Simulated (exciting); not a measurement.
Input of the run:

```xml
<input>
  <title>ScAl3</title>
  <structure speciespath="./" tshift="false" cartesian="true">
    <crystal scale="7.7248348677">
      <basevect>1.000000000006 0.000000000000 0.000000000000</basevect>
      <basevect>0.000000000000 1.000000000006 0.000000000000</basevect>
      <basevect>0.000000000000 0.000000000000 1.000000000006</basevect>
    </crystal>
    <species speciesfile="Sc.xml" rmt="2">
      <atom coord="0.000000000000 0.000000000000 0.000000000000"/>
    </species>
    <species speciesfile="Al.xml" rmt="2">
      <atom coord="3.862417433873 3.862417433873 0.000000000000"/>
      <atom coord="0.000000000000 3.862417433873 3.862417433873"/>
      <atom coord="3.862417433873 0.000000000000 3.862417433873"/>
    </species>
  </structure>
  <groundstate do="fromscratch" ngridk="5 5 5" rgkmax="8" gmaxvr="14" lmaxapw="10" lmaxmat="10" lmaxvr="8" stype="Fermi Dirac" swidth="0.00183747" nempty="18" ValenceRelativity="iora*" epsengy="1e-05" epspot="1e-05" maxscl="60" outputlevel="normal">
    <libxc exchange="XC_GGA_X_RPBE" correlation="XC_GGA_C_PBE"/>
  </groundstate>
  <properties>
    <bandstructure>
      <plot1d>
        <path steps="80">
          <point coord="0 0 0" label="G"/>
          <point coord="0 0.5 0" label="X"/>
          <point coord="0.5 0.5 0" label="M"/>
          <point coord="0 0 0" label="G"/>
          <point coord="0.5 0.5 0.5" label="R"/>
          <point coord="0 0.5 0" label="X" breakafter="true"/>
          <point coord="0.5 0.5 0" label="M"/>
          <point coord="0.5 0.5 0.5" label="R"/>
        </path>
      </plot1d>
    </bandstructure>
    <dos nwdos="300" winddos="-0.6 0.5" inttype="tetra" ngrdos="100" nsmdos="2" lmirep="true"/>
    <chargedensityplot>
      <plot3d>
        <box grid="21 21 21">
          <origin coord="0 0 0"/>
          <point coord="1 0 0"/>
          <point coord="0 1 0"/>
          <point coord="0 0 1"/>
        </box>
      </plot3d>
    </chargedensityplot>
    <elfplot>
      <plot3d>
        <box grid="21 21 21">
          <origin coord="0 0 0"/>
          <point coord="1 0 0"/>
          <point coord="0 1 0"/>
          <point coord="0 0 1"/>
        </box>
      </plot3d>
    </elfplot>
    <exccplot>
      <plot3d>
        <box grid="21 21 21">
          <origin coord="0 0 0"/>
          <point coord="1 0 0"/>
          <point coord="0 1 0"/>
          <point coord="0 0 1"/>
        </box>
      </plot3d>
    </exccplot>
    <DFTD2/>
  </properties>
</input>
```

System: ScAl₃, space group Pm-3m (No. 221), 4 atoms in the cell.

Computed with exciting sodium: RPBE with D2 dispersion, all-electron LAPW+lo, shipped species files, valence relativity iora*, no spin polarisation, no spin-orbit coupling, 5×5×5 k mesh, Fermi-Dirac smearing of 0.05 eV.

What does the calculation give for the electronic structure? The path is Γ–X–M–Γ–R–X|M–R.

A metal: bands cross the Fermi level along this path. At Γ the nearest levels lie 1.95 eV below and 1.14 eV above the Fermi level. The density of states at the Fermi level is about 1.3 per eV and cell (mean within 0.25 eV), or 0.32 per atom.

The k mesh is thin for a metal, so its Fermi level is uncertain. The cell is a database's computed one. The k mesh is thin for a density of states, so fine features aren't converged. Bands are joined in order of energy, so crossings between the computed points show as kinks or gaps.

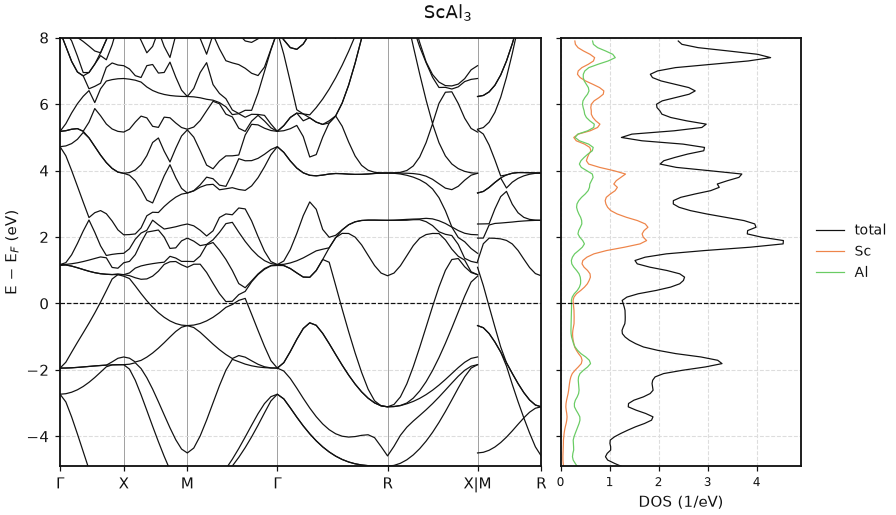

Band structure and density of states. Energies are counted from the Fermi level. The partial curves are projected inside the muffin-tin spheres; the rest of the total lies in parts that aren't drawn and between the spheres.
